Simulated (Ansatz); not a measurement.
A series of calculations on Cl₃₁Na₃₃

**1. Relaxation**

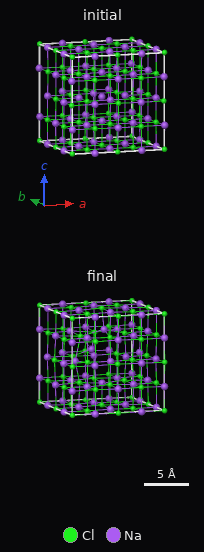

The structure of a defect cell of composition Cl₃₁Na₃₃ (cell charge +2) before (top) and after (bottom) a relaxation, at one scale.

A ball-and-stick model of the cell of the calculation (origin shifted), seen slightly off an axis.

Theory: Ansatz 0.2.0, DFT, PBEsol, PAW, plane waves. (plane-wave cutoff 420 eV; k-point mesh 1 × 1 × 1; mesh shifted by (0.25, 0.25, 0.25); no spin polarisation; atoms relaxed in a fixed cell; force threshold 0.03 eV/Å; at most 80 steps)

**Summarise the run.**

The largest move is that of a Na atom, 1.59 Å along [−1 1 1]. Largest moves by element: Na 1.59 Å, Cl 0.27 Å. The cell stays as it was. Near-neighbour distances that change, for instance: Cl–Na 3.965 → 2.577 Å, Cl–Na 3.924 → 2.578 Å, Na–Na 2.797 → 4.062 Å, Cl–Na 2.809 → 2.463 Å. New bonds form, among them: Cl–Na (3.92 → 2.58 Å), Cl–Na (3.95 → 2.58 Å), Cl–Na (3.96 → 2.58 Å). Among the angles between lasting bonds that change: Na–Cl–Na 89.9° → 117.2°, Cl–Na–Cl 179.7° → 152.4°, Na–Cl–Na 90.5° → 117.6°. Over 11 geometry steps the energy falls by 3.246 eV per cell of the calculation. The largest force component goes from 1.6 to 0.0062 eV/Å.

Limits of the set-up: the cell is charged, on a uniform background, and energies carry no finite-size correction.

**2. Relaxation**

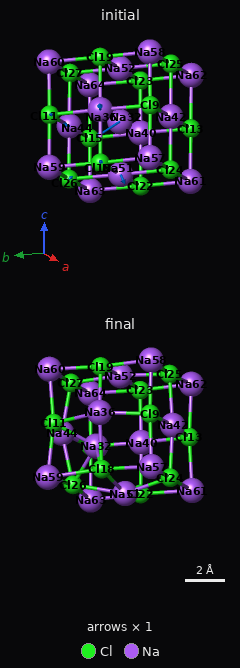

The structure of a defect cell of composition Cl31Na33 (cell charge +3) before (top) and after (bottom) a relaxation, at one scale. The blue arrows give the displacements, at their true length.

The picture is a ball-and-stick view of the atoms within 5.0 Å of the atom that moves most (axes of the cell of the calculation (origin shifted)), seen from a free direction.

These are results of Ansatz 0.2.0, DFT, PBEsol, PAW, plane waves, not measurements. (plane-wave cutoff 420 eV; k-point mesh 1 × 1 × 1; mesh shifted by (0.25, 0.25, 0.25); collinear spin; atoms relaxed in a fixed cell; force threshold 0.03 eV/Å; at most 80 steps)

Question: Describe what moved and what it gained.

Answer: The atom that moves furthest is Na32 (1.64 Å along [−1 1 −1]). Largest moves by element: Na 1.64 Å, Cl 0.26 Å. The cell doesn't change. Some distances before and after: Na32–Na59 4.847 → 3.292 Å, Cl18–Na32 3.958 → 2.563 Å, Cl26–Na32 3.957 → 2.566 Å, Cl11–Na32 3.924 → 2.568 Å. New bonds form, among them: Cl11–Na32 (3.92 → 2.57 Å), Cl18–Na32 (3.96 → 2.56 Å), Cl26–Na32 (3.96 → 2.57 Å). After 13 geometry steps the energy has fallen by 3.044 eV per cell of the calculation. Largest force component: 1.6 eV/Å at the start, 0.024 eV/Å at the end. The run took 25 s on 1 × NVIDIA GB300 Max-Q with 8 threads of Arm Neoverse-V2, peak memory 2 GiB.

Limits of the set-up: the cell is charged, on a uniform background, and energies carry no finite-size correction.

**3. Defect**

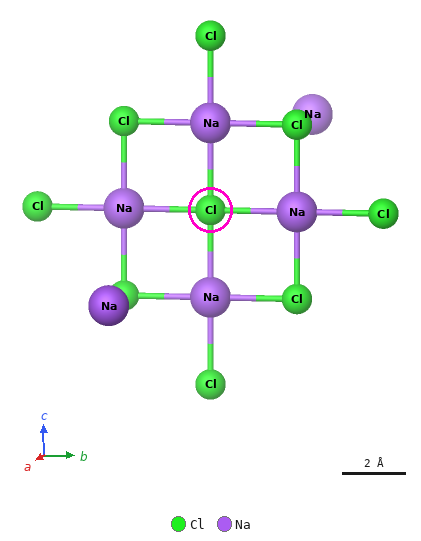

Perfect NaCl. A ball-and-stick model of the atoms within 6.0 Å of one point, in a slice 4.2 Å thick across the line of sight, seen slightly off an axis.

These are results of DFT, PBEsol, PAW, plane waves in Ansatz 0.2.0, not measurements. Set-up: plane-wave cutoff 420 eV; k-point mesh 1 × 1 × 1; mesh shifted by (0.25, 0.25, 0.25); no spin polarisation. Fermi-Dirac smearing of 0.01 eV. A uniform background neutralises the charged cell. The axes drawn are those of the host's conventional cell.

A chlorine atom is replaced by sodium at the ringed place, in charge state +2. The supercell has 64 sites, and the atoms are relaxed at the host's cell.

### Predict the relaxed surroundings of the defect.

In the host the Cl atom has 6 Na at 2.80 Å; the Na atom ends with 3 Cl at 2.58 Å, 3 Na at 2.85 to 2.86 Å. Of the host's atoms, a sodium atom moves furthest from its site, by 0.58 Å. The Na atom itself moves 1.63 Å from where it was put.

The relaxed defect, seen from the same direction:

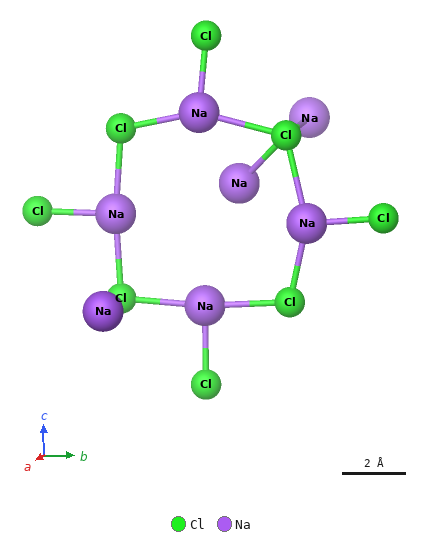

Limits of the set-up: the cell is charged, on a uniform background, and energies carry no finite-size correction.

**4. Defect**

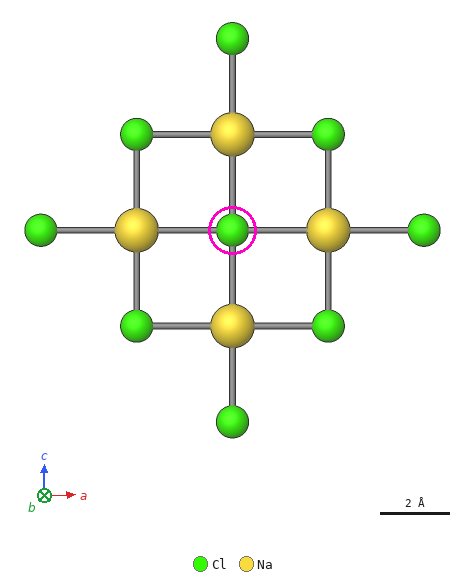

Perfect NaCl. The picture is a ball-and-stick view of the atoms within 6.0 Å of one point, in a slice 5.0 Å thick across the line of sight, seen along the b axis.

Level of theory: DFT, PBEsol, PAW, plane waves (Ansatz 0.2.0). Settings: plane-wave cutoff 420 eV; k-point mesh 1 × 1 × 1; mesh shifted by (0.25, 0.25, 0.25); collinear spin. Fermi-Dirac smearing of 0.01 eV. A uniform background neutralises the charged cell. The axes drawn are those of the host's conventional cell.

A chlorine atom is replaced by sodium at the ringed place, in charge state +3. The supercell has 64 sites, and the atoms are relaxed at the host's cell.

### How do the neighbours respond?

In the host the Cl atom has 6 Na at 2.80 Å; the Na atom ends with 3 Cl at 2.56 to 2.57 Å, 3 Na at 2.86 Å. Of the host's atoms, a sodium atom moves furthest from its site, by 0.58 Å. The Na atom itself moves 1.68 Å from where it was put. The cell's net moment is 0.95 μB.

The relaxed defect, seen from the same direction:

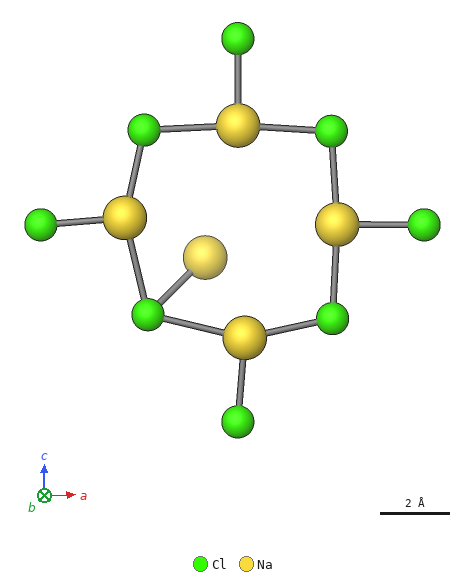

Limits of the set-up: the cell is charged, on a uniform background, and energies carry no finite-size correction.
